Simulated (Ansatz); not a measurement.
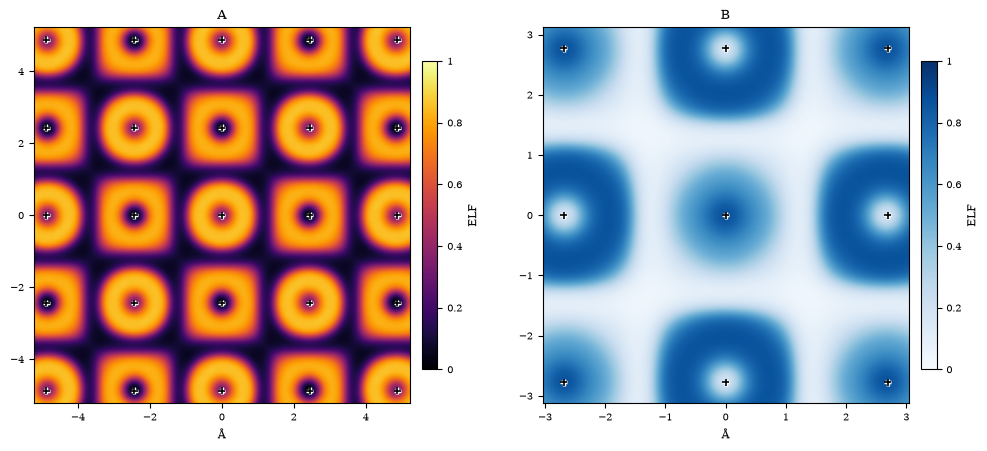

The ELF of 2 systems, each on a plane through atoms (crosses mark nuclei in the plane).

All numbers below come from DFT, PBE, PAW with Ansatz's default frozen-core files, scalar-relativistic (Ansatz).

System 1: YN, the (100) plane of the conventional cell. Space group Fm-3m; computed pressure about 3 GPa in this cell.

System 2: AgCl, the (110) plane of the conventional cell. Space group I4/mmm; changed on purpose from its base cell (zz strain of -3 %, PAW files); computed pressure about 3 GPa in this cell.

Q: Match each panel to its system.

A: Panel A is system 1, YN: the plane holds Y and N. Y–N (2.44 Å): the ELF peaks at about 0.80 in the valence shell of N, 0.7 Å from its nucleus, and drops to about 0.15 between the two atoms; an ionic contact with no shared pair. Panel B is system 2, AgCl: the plane holds Ag and Cl. Ag–Cl (2.69 Å): the ELF peaks at about 0.85 in the valence shell of Cl, 0.7 Å from its nucleus, and drops to about 0.10 between the two atoms (no localised pair shows between them).
